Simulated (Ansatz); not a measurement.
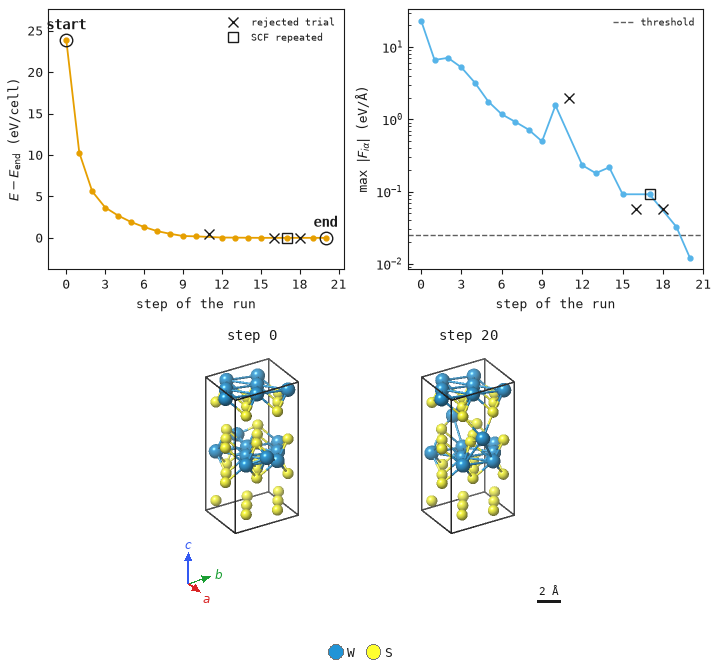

First and last geometry of a relaxation of a defect cell of composition W15S28, with the history of the run. The picture is a ball-and-stick view of the cell of the calculation, reduced to other axes (origin shifted), seen slightly off an axis. Lengths and directions refer to the drawn axes.

Case: W interstitial, charge +0, atoms relaxed at the host's cell.

Theory: DFT PBE+D3(BJ), scalar-relativistic, plane waves, PAW in Ansatz. Settings: plane-wave cutoff 420 eV; k-point mesh 2 × 2 × 2; occupations gaussian; smearing width 0.01 eV; no spin polarisation; atoms relaxed in a fixed cell; force threshold 0.025 eV/Å; at most 45 steps.

**What do the curves and the structures tell?**

It converged. The atom that moves furthest is a W atom (1.73 Å along +c). By element the largest moves are W 1.73 Å, S 0.31 Å. The cell stays as it was. Among the contacts that change: S–W 4.213 → 2.683 Å, S–W 2.916 → 4.431 Å, W–W 1.952 → 3.007 Å, S–W 2.407 → 2.628 Å. New bonds form, among them: S–W (4.21 → 2.68 Å). Among the angles between lasting bonds that change: W–W–S 175.5° → 105.8°, W–W–W 107.8° → 60.6°, W–S–W 113.6° → 151.0°. The energy falls by 23.839 eV per cell of the calculation in 16 accepted moves (20 points after the start). The largest force component goes from 23 to 0.012 eV/Å. The line search rejected the trial steps at points 11, 16, 18 of the run. 1 step only repeated the SCF at the same geometry.

Limits of the set-up: the periodic images lie only 8.3 Å apart, so the values are limited by the cell's size.
